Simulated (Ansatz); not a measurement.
# Geometry relaxation of Ta (part 3 of 3)

Continued. System: Ta (slab, 16 atoms in the cell). Method: DFT PBE+D3(BJ), scalar-relativistic, plane waves, PAW, no spin polarisation (Ansatz 0.2.0); cutoff 420 eV, 3×3×1 k-mesh, Gaussian smearing of 0.1 eV. The structure derives from an entry of the Crystallography Open Database. The input holds or restrains some coordinates. Forces given for the steps count only the free coordinates. It belongs to a series of runs on one base structure; here: clean slab, lower planes held.

Geometry of the input (Å; fractional positions):
```
6.5699  0.0000  0.0000
0.0000  6.5699  0.0000
0.0000  0.0000  20.9274
Ta 0.2500  0.7500  0.3823
Ta 0.2500  0.2500  0.3823
Ta 0.7500  0.7500  0.3823
Ta 0.7500  0.2500  0.3823
Ta 0.5000  0.5000  0.4608
Ta 0.5000  0.0000  0.4608
Ta 0.0000  0.5000  0.4608
Ta 0.0000  0.0000  0.4608
Ta 0.7500  0.2500  0.5392
Ta 0.7500  0.7500  0.5392
Ta 0.2500  0.2500  0.5392
Ta 0.2500  0.7500  0.5392
Ta 0.0000  0.0000  0.6177
Ta 0.0000  0.5000  0.6177
Ta 0.5000  0.0000  0.6177
Ta 0.5000  0.5000  0.6177
```

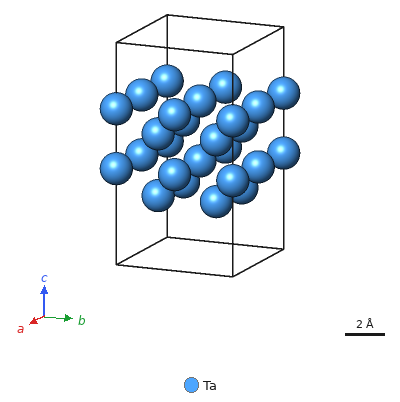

Fig. 1: The geometry at step 3 of the log (spheres-only view of the cell of the calculation, with the vacuum cut short, seen slightly off an axis).

Output, continued
```
  k-point 1: bands = ["-64.7129", "-64.7076", "-64.7030", "-64.6991", "-64.5794", "-64.5731", "-64.5680", "-64.5640", "-63.7717", "-63.7614", "-63.7539", "-63.7496", "-63.5820", "-63.5809", "-63.5776", "-63.5748", "-31.3624", "-31.3531", "-31.3308", "-31.3247", "-31.3231", "-31.3214", "-31.2968", "-31.2728", "-31.2611", "-31.2566", "-31.2519", "-31.2336", "-31.2067", "-31.2024", "-31.1962", "-31.1891", "-31.1214", "-31.1066", "-31.1049", "-31.1005", "-31.0724", "-31.0114", "-31.0083", "-30.9620", "-30.5274", "-30.5135", "-30.5052", "-30.4689", "-30.4575", "-30.4387", "-30.4224", "-30.3662", "-30.2828", "-30.2517", "-30.2424", "-30.2025", "-30.0867", "-30.0331", "-29.9837", "-29.9351", "-29.9328", "-29.9292", "-29.9241", "-29.9234", "-29.9193", "-29.8934", "-29.8932", "-29.8865", "-3.3596", "-1.9395", "-1.5495", "-0.9325", "-0.3479", "-0.3426", "-0.1914", "-0.1831", "-0.1550", "-0.0503", "0.1319", "0.3196", "0.3514", "0.3640", "0.3675", "1.1438", "1.2365", "1.3267", "1.3866", "1.4674", "1.4729", "1.7111", "1.7551", "1.8563", "1.9005", "2.1317", "2.2312", "2.3789", "2.4798", "2.6676", "2.7112", "2.7237", "2.7868", "2.8302", "3.0873", "3.1672", "3.2698", "3.3474", "3.4000", "3.5150", "3.5608", "3.8765", "3.9301", "3.9396", "3.9679", "4.1510", "4.2254", "4.2513", "4.2540", "4.3181", "4.3910", "4.4445", "4.5368", "4.5564", "5.0480", "5.1099", "5.1261", "5.3562", "5.4144", "5.6505", "5.7483"]
  k-point 2: bands = ["-64.7105", "-64.7055", "-64.7055", "-64.7012", "-64.5766", "-64.5708", "-64.5708", "-64.5663", "-63.7674", "-63.7585", "-63.7585", "-63.7526", "-63.5800", "-63.5800", "-63.5784", "-63.5764", "-31.3171", "-31.3171", "-31.3135", "-31.3074", "-31.2978", "-31.2978", "-31.2977", "-31.2412", "-31.2281", "-31.2281", "-31.2179", "-31.2167", "-31.2112", "-31.2112", "-31.2003", "-31.1838", "-31.1685", "-31.1364", "-31.1364", "-31.1186", "-31.0927", "-31.0694", "-31.0362", "-31.0362", "-30.5539", "-30.4947", "-30.4947", "-30.4521", "-30.4494", "-30.4292", "-30.4292", "-30.3494", "-30.3215", "-30.2582", "-30.2536", "-30.2536", "-30.0444", "-30.0022", "-30.0022", "-29.9592", "-29.9405", "-29.9133", "-29.9112", "-29.9112", "-29.9073", "-29.9073", "-29.9072", "-29.8749", "-2.8214", "-1.5015", "-1.5015", "-1.0910", "-0.7083", "-0.3280", "-0.3280", "0.3689", "0.3689", "0.4461", "0.4497", "0.5339", "0.5916", "0.8891", "0.8891", "0.9911", "1.1808", "1.1808", "1.2263", "1.3259", "1.5047", "1.7491", "1.8947", "1.8947", "1.9461", "2.0270", "2.0270", "2.0858", "2.2471", "2.3819", "2.4992", "2.5325", "2.5325", "2.6175", "2.6565", "2.6565", "2.7583", "2.8251", "2.8251", "3.6223", "3.6288", "3.6288", "3.7338", "3.8214", "3.8345", "3.8514", "3.8514", "3.9128", "3.9128", "4.0027", "4.0581", "4.2807", "4.3000", "4.4405", "4.6105", "4.6105", "4.9724", "5.3825", "5.3825", "5.4802", "5.4802"]
--- Relaxed structure (5 steps of the walk, 5 accepted, 0 SCFs on fresh bases) ---
  F+E_penalty+E_count = -158907.48601248 eV   max|allowed force component| = 7.039e-4 eV/Å
  atoms:
    - { symbol: Ta, position: [0.25, 0.7500000000000001, 0.3822735905] }
    - { symbol: Ta, position: [0.25, 0.25, 0.3822735905] }
    - { symbol: Ta, position: [0.7500000000000001, 0.7500000000000001, 0.3822735905] }
    - { symbol: Ta, position: [0.7500000000000001, 0.25, 0.3822735905] }
    - { symbol: Ta, position: [0.5, 0.5, 0.4607578635] }
    - { symbol: Ta, position: [0.5, 0.0, 0.4607578635] }
    - { symbol: Ta, position: [0.0, 0.5, 0.4607578635] }
    - { symbol: Ta, position: [0.0, 0.0, 0.4607578635] }
    - { symbol: Ta, position: [0.7500000000000001, 0.25, 0.5391308303192704] }
    - { symbol: Ta, position: [0.7500000000000001, 0.7500000000000001, 0.5391308303192704] }
    - { symbol: Ta, position: [0.25, 0.25, 0.5391308303192704] }
    - { symbol: Ta, position: [0.25, 0.7500000000000001, 0.5391308303192704] }
    - { symbol: Ta, position: [1.7918474606170714e-33, 2.6932676555287267e-34, 0.612558385112187] }
    - { symbol: Ta, position: [1.659932310142195e-33, 0.5, 0.612558385112187] }
    - { symbol: Ta, position: [0.5, -2.033691903154345e-34, 0.612558385112187] }
    - { symbol: Ta, position: [0.5, 0.5, 0.612558385112187] }
```

Trajectory as extended XYZ (Å, eV, eV/Å), 5 frames, from step=1 to step=5
```
16
Lattice="6.5699 0.0000 0.0000 0.0000 6.5699 0.0000 0.0000 0.0000 20.9274" Properties=species:S:1:pos:R:3:forces:R:3 step=1 energy=-158907.34221
Ta    1.6425    4.9274    8.0000    0.0000   0.0000   0.6657
Ta    1.6425    1.6425    8.0000    0.0000   0.0000   0.6657
Ta    4.9274    4.9274    8.0000    0.0000   0.0000   0.6657
Ta    4.9274    1.6425    8.0000    0.0000   0.0000   0.6657
Ta    3.2849    3.2849    9.6425    0.0000   0.0000  -0.5063
Ta    3.2849    0.0000    9.6425    0.0000   0.0000  -0.5063
Ta    0.0000    3.2849    9.6425    0.0000   0.0000  -0.5063
Ta    0.0000    0.0000    9.6425    0.0000   0.0000  -0.5063
Ta    4.9274    1.6425   11.2849    0.0000   0.0000   0.5062
Ta    4.9274    4.9274   11.2849    0.0000   0.0000   0.5062
Ta    1.6425    1.6425   11.2849    0.0000   0.0000   0.5062
Ta    1.6425    4.9274   11.2849    0.0000   0.0000   0.5062
Ta    0.0000    0.0000   12.9274    0.0000   0.0000  -0.6655
Ta    0.0000    3.2849   12.9274    0.0000   0.0000  -0.6655
Ta    3.2849    0.0000   12.9274    0.0000   0.0000  -0.6655
Ta    3.2849    3.2849   12.9274    0.0000   0.0000  -0.6655
16
Lattice="6.5699 0.0000 0.0000 0.0000 6.5699 0.0000 0.0000 0.0000 20.9274" Properties=species:S:1:pos:R:3:forces:R:3 step=2 energy=-158907.35113
Ta    1.6425    4.9274    8.0000    0.0000   0.0000   0.5651
Ta    1.6425    1.6425    8.0000    0.0000   0.0000   0.5651
Ta    4.9274    4.9274    8.0000    0.0000   0.0000   0.5651
Ta    4.9274    1.6425    8.0000    0.0000   0.0000   0.5651
Ta    3.2849    3.2849    9.6425    0.0000   0.0000  -0.7238
Ta    3.2849    0.0000    9.6425    0.0000   0.0000  -0.7238
Ta    0.0000    3.2849    9.6425    0.0000   0.0000  -0.7238
Ta    0.0000    0.0000    9.6425    0.0000   0.0000  -0.7238
Ta    4.9274    1.6425   11.2923    0.0000   0.0000  -0.5476
Ta    4.9274    4.9274   11.2923    0.0000   0.0000  -0.5476
Ta    1.6425    1.6425   11.2923    0.0000   0.0000  -0.5476
Ta    1.6425    4.9274   11.2923    0.0000   0.0000  -0.5476
Ta    0.0000    0.0000   12.7283    0.0000   0.0000   0.7071
Ta    0.0000    3.2849   12.7283    0.0000   0.0000   0.7071
Ta    3.2849    0.0000   12.7283    0.0000   0.0000   0.7071
Ta    3.2849    3.2849   12.7283    0.0000   0.0000   0.7071
16
Lattice="6.5699 0.0000 0.0000 0.0000 6.5699 0.0000 0.0000 0.0000 20.9274" Properties=species:S:1:pos:R:3:forces:R:3 step=3 energy=-158907.48459
Ta    1.6425    4.9274    8.0000    0.0000   0.0000   0.5651
Ta    1.6425    1.6425    8.0000    0.0000   0.0000   0.5651
Ta    4.9274    4.9274    8.0000    0.0000   0.0000   0.5651
Ta    4.9274    1.6425    8.0000    0.0000   0.0000   0.5651
Ta    3.2849    3.2849    9.6425    0.0000   0.0000  -0.4882
Ta    3.2849    0.0000    9.6425    0.0000   0.0000  -0.4882
Ta    0.0000    3.2849    9.6425    0.0000   0.0000  -0.4882
Ta    0.0000    0.0000    9.6425    0.0000   0.0000  -0.4882
Ta    4.9274    1.6425   11.2898    0.0000   0.0000  -0.0402
Ta    4.9274    4.9274   11.2898    0.0000   0.0000  -0.0402
Ta    1.6425    1.6425   11.2898    0.0000   0.0000  -0.0402
Ta    1.6425    4.9274   11.2898    0.0000   0.0000  -0.0402
Ta    0.0000    0.0000   12.8305    0.0000   0.0000  -0.0390
Ta    0.0000    3.2849   12.8305    0.0000   0.0000  -0.0390
Ta    3.2849    0.0000   12.8305    0.0000   0.0000  -0.0390
Ta    3.2849    3.2849   12.8305    0.0000   0.0000  -0.0390
16
Lattice="6.5699 0.0000 0.0000 0.0000 6.5699 0.0000 0.0000 0.0000 20.9274" Properties=species:S:1:pos:R:3:forces:R:3 step=4 energy=-158907.48560
Ta    1.6425    4.9274    8.0000    0.0000   0.0000   0.5478
Ta    1.6425    1.6425    8.0000    0.0000   0.0000   0.5478
Ta    4.9274    4.9274    8.0000    0.0000   0.0000   0.5478
Ta    4.9274    1.6425    8.0000    0.0000   0.0000   0.5478
Ta    3.2849    3.2849    9.6425    0.0000   0.0000  -0.5883
Ta    3.2849    0.0000    9.6425    0.0000   0.0000  -0.5883
Ta    0.0000    3.2849    9.6425    0.0000   0.0000  -0.5883
Ta    0.0000    0.0000    9.6425    0.0000   0.0000  -0.5883
Ta    4.9274    1.6425   11.2782    0.0000   0.0000   0.0488
Ta    4.9274    4.9274   11.2782    0.0000   0.0000   0.0488
Ta    1.6425    1.6425   11.2782    0.0000   0.0000   0.0488
Ta    1.6425    4.9274   11.2782    0.0000   0.0000   0.0488
Ta    0.0000    0.0000   12.8174    0.0000   0.0000  -0.0083
Ta    0.0000    3.2849   12.8174    0.0000   0.0000  -0.0083
Ta    3.2849    0.0000   12.8174    0.0000   0.0000  -0.0083
Ta    3.2849    3.2849   12.8174    0.0000   0.0000  -0.0083
16
Lattice="6.5699 0.0000 0.0000 0.0000 6.5699 0.0000 0.0000 0.0000 20.9274" Properties=species:S:1:pos:R:3:forces:R:3 step=5 energy=-158907.48601
Ta    1.6425    4.9274    8.0000    0.0000   0.0000   0.5521
Ta    1.6425    1.6425    8.0000    0.0000   0.0000   0.5521
Ta    4.9274    4.9274    8.0000    0.0000   0.0000   0.5521
Ta    4.9274    1.6425    8.0000    0.0000   0.0000   0.5521
Ta    3.2849    3.2849    9.6425    0.0000   0.0000  -0.5529
Ta    3.2849    0.0000    9.6425    0.0000   0.0000  -0.5529
Ta    0.0000    3.2849    9.6425    0.0000   0.0000  -0.5529
Ta    0.0000    0.0000    9.6425    0.0000   0.0000  -0.5529
Ta    4.9274    1.6425   11.2826    0.0000   0.0000   0.0001
Ta    4.9274    4.9274   11.2826    0.0000   0.0000   0.0001
Ta    1.6425    1.6425   11.2826    0.0000   0.0000   0.0001
Ta    1.6425    4.9274   11.2826    0.0000   0.0000   0.0001
Ta    0.0000    0.0000   12.8193    0.0000   0.0000   0.0007
Ta    0.0000    3.2849   12.8193    0.0000   0.0000   0.0007
Ta    3.2849    0.0000   12.8193    0.0000   0.0000   0.0007
Ta    3.2849    3.2849   12.8193    0.0000   0.0000   0.0007
```

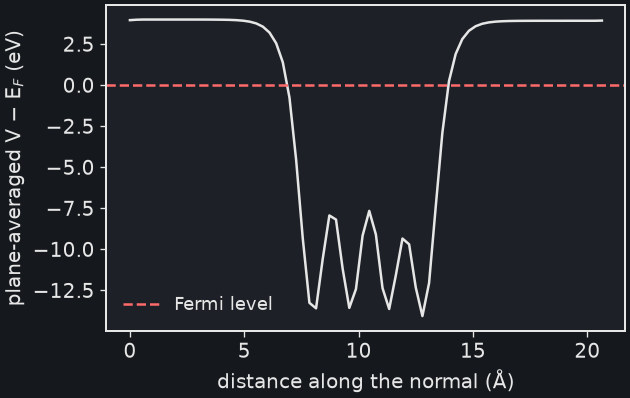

Fig. 2: Plane average of the electrostatic potential energy of an electron across the cell, from the Fermi level. The vacuum level lies 3.92 eV above the Fermi level on the upper side and 3.99 eV on the lower.

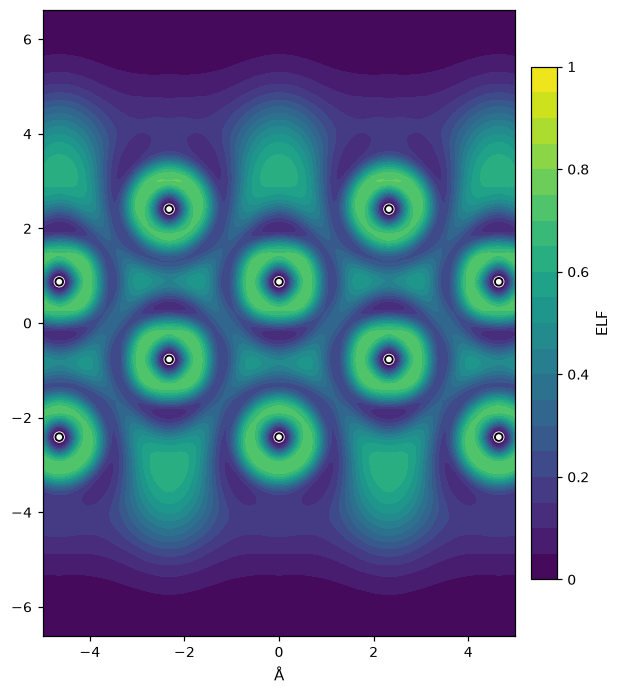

Fig. 3: Electron localisation function on the (110) plane of the calculation cell, a cut from vacuum to vacuum. Circles mark the nuclei in the plane (Ta). The section cuts through Ta sites. Ta–Ta (2.79 Å): the ELF is about 0.30 at the midpoint (no localised pair between them). Ta–Ta (2.84 Å): the ELF is about 0.30 at the midpoint; no localised pair between them. The strong features right at Ta lie inside the PAW spheres (semicore, d or f shells) and say nothing about bonding. The fields are those of the smooth PAW valence density.

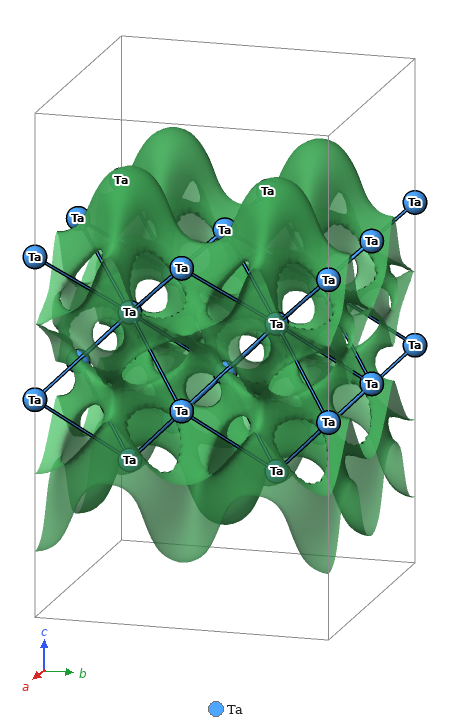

Fig. 4: Isosurface of the electron localisation function at 0.45 (green), seen slightly off an axis. Only the valence region is drawn (cores and ρ < 0.01 e/Å³ removed). Sticks mark near contacts. Values along the shortest contacts: Ta–Ta (2.79 Å): the ELF is about 0.30 at the midpoint; no shared electron pair.

Summary

| quantity | value |
| --- | --- |
| outcome | converged under the restraints of the input |
| electrons treated | 208 |
| free energy | −158907.4860 eV |
| work function, top face | 3.92 eV |
| work function, bottom face | 3.99 eV |
| Fermi energy | 3.586 eV |
| gap on the k-point mesh | none (metallic) |
| final volume | 903.30 Å³ |
| work function (upper face) | 3.92 eV |
| largest force (length of the vector) at the end, held atoms and coordinates included | 0.553 eV/Å |
| wall time | 41 s (CPU time 2.6 min) |
| peak memory | 1.7 GiB |

Remarks

Warnings of the run: the exchange-correlation potential is rough where the density is thin. Spin–orbit coupling is left out, which matters for Ta.
